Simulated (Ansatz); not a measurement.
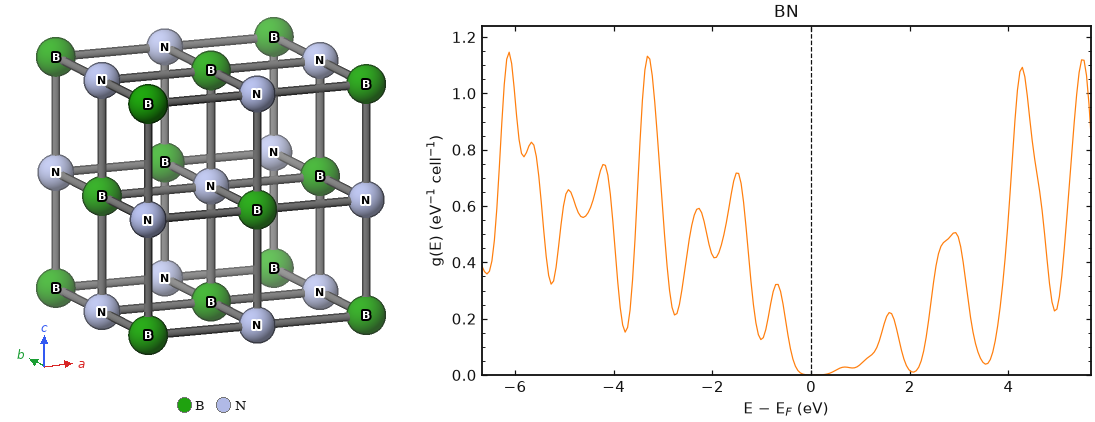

Density of states, beside the structure. Energies are counted from the Fermi level, put mid-gap where there is a gap. The curve is built from the levels of the k mesh with Gaussians 0.4 eV wide, which also blur the band edges.

Input of the run:

```
crystal:
  lattice:
    - [0.0, 1.7458259346, 1.7458259346]
    - [1.7458259346, 0.0, 1.7458259346]
    - [1.7458259346, 1.7458259346, 0.0]
  atoms:
    - { symbol: B, position: [0.0, 0.0, 0.0] }
    - { symbol: "N", position: [0.5, 0.5, 0.5] }
kpoints:
  mp_grid: { grid: [8, 8, 8] }
hamiltonian:
  xc: pbe
scf:
  occupations: { method: fixed }
  n_extra_bands: 4
output:
  forces: true
  stress: true
  eigenvalues: true
  write_density: true
  write_potential: true
  elf: true
  volumetric_format: npy
```

Launched with:
```bash
ansatz run input.yaml --threads 4 --pin off --max-ram 3686MiB --backend cpu --events-out ev --progress --plain --runs-dir out
```

### Is there a gap at the Fermi level, and how wide?

There is a gap; over the k points computed it is 1.34 eV (indirect; the smallest direct gap is 5.86 eV).
